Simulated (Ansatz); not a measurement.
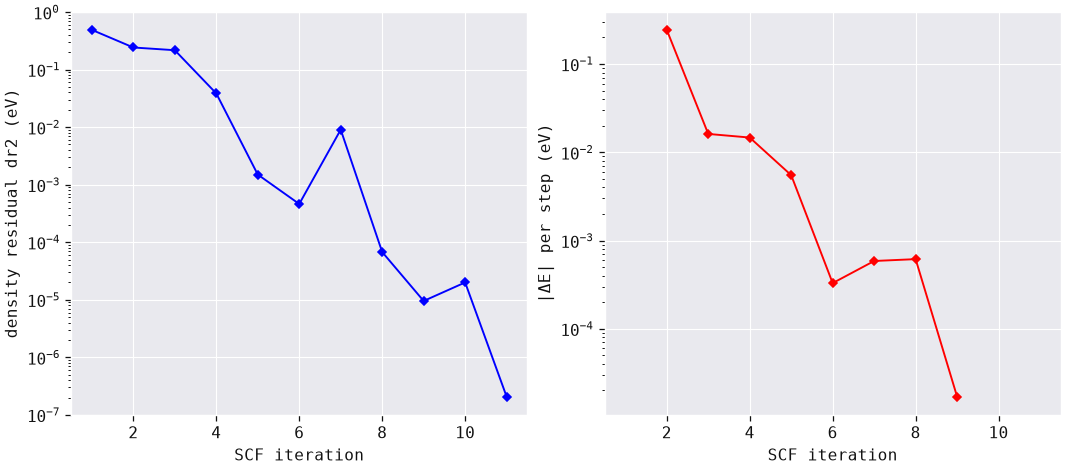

The plot shows the SCF iterations of a calculation: density residual dr2, step-to-step change of the Harris–Foulkes energy. Energy differences below 3 × 10⁻⁶ eV aren't drawn. The starting density is a sum of atomic densities corrected by a trained network.

- system: SiNi2 (Cm, 6 atoms in the cell; atom 3 (Ni) moved −0.067 Å along Cartesian [0 1 0])
- method: Ansatz 0.2.0, DFT r2SCAN, scalar-relativistic, plane waves, PAW; cutoff 500 eV, 12×12×10 k-mesh, Gaussian smearing of 0.15 eV, no spin polarisation

> Was self-consistency reached?

It was still iterating, at step 11, when the time limit ended it. The residual goes from 0.5 at the first step to 2.1 × 10⁻⁷ at the last. From the first spectrum the program read the system as a metal and chose the Kerker preconditioner.

> What is the residual at the start and at the end?

It starts near 0.5 and ends near 2 × 10⁻⁷ eV.
